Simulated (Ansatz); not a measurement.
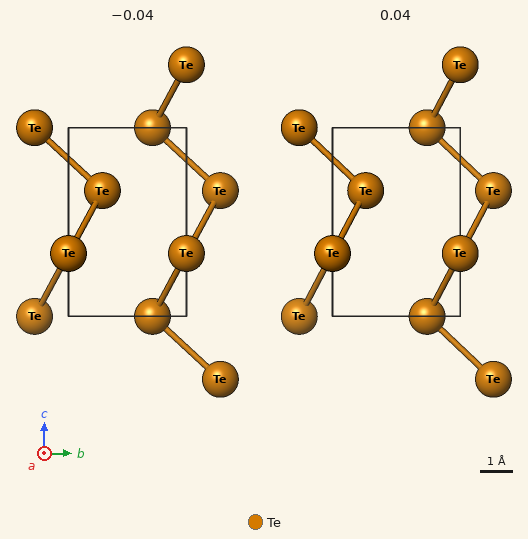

A crystal of Te (set up in P3_121), held at several strains, with the atoms relaxed (per unit of the tabulated number the cell is strained by 1.0 along [1 2 0], 1.0 along a). The picture shows the first and the last member. The picture is a ball-and-stick view of the cell of the calculation, seen along the a axis.

Computed with Ansatz 0.2.0: PBE, Ansatz PAW. Set-up: plane-wave cutoff 420 eV; k-point mesh 6 × 6 × 4; occupations fermi-dirac; smearing width 0.05 eV; no spin polarisation; atoms relaxed in a fixed cell; force threshold 0.01 eV/Å.

| strain | energy (meV/atom) |
| --- | --- |
| −0.04 | 34.38 |
| −0.02 | 11.59 |
| −0.01 | 4.58 |
| 0 | 0.00 |
| 0.01 | −2.50 |
| 0.02 | ? |
| 0.04 | −0.61 |

Estimate the missing row from the others, and compare with the calculation.

A parabola through three neighbouring rows (0, 0.01, 0.04) gives, with Lagrange weights, (−0.5000)(0.00) + (1.3333)(−2.50) + (0.1667)(−0.61) = −3.43 meV/atom. The calculation gives −3.25 meV/atom. The estimate is 0.18 meV/atom too low. The lowest tabulated energy lies at 0.02, so the unstrained cell isn't a minimum along this strain at this level. From the first member to the last: Te–Te 2.906 → 2.871 Å.

The whole series:

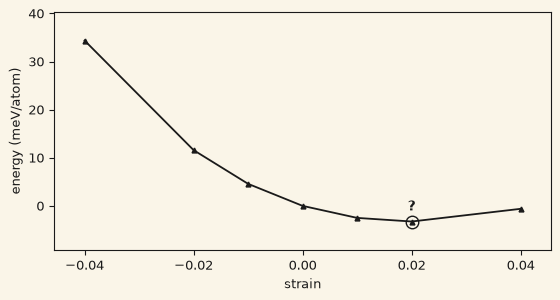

Each member starts from this one structure; whether another phase lies lower wasn't checked.
